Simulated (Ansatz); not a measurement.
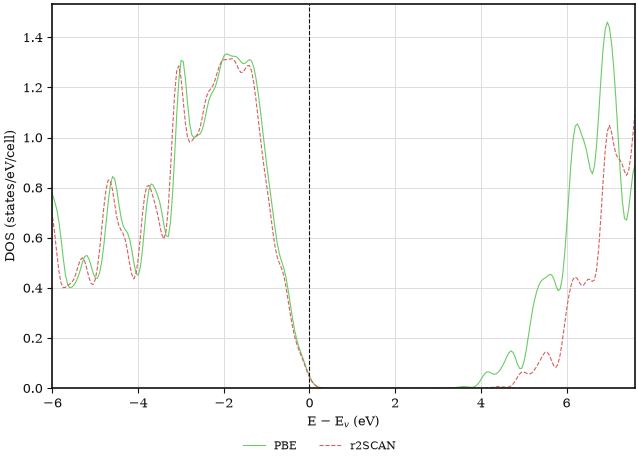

Total densities of states of AlN, space group I4/mmm, 2 atoms in the cell, rocksalt type, epitaxial (xy) strain +4.8%, by two methods on the same cell. The curves are built from the levels of the k mesh with Gaussians 0.3 eV wide, which also blur the band edges. Each is counted from its own valence-band top.

**How do the methods compare?**

PBE gives a gap of 3.59 eV and r2SCAN gives a gap of 4.42 eV.

Settings. PBE: DFT, PBE, plane waves, PAW, no spin polarisation, 10×10×10 k mesh, 420 eV cutoff, Fermi-Dirac smearing of 0.02 eV (Ansatz). r2SCAN: DFT, r2SCAN, plane waves, PAW, no spin polarisation, 10×10×10 k mesh, 500 eV cutoff (Ansatz 0.2.0).
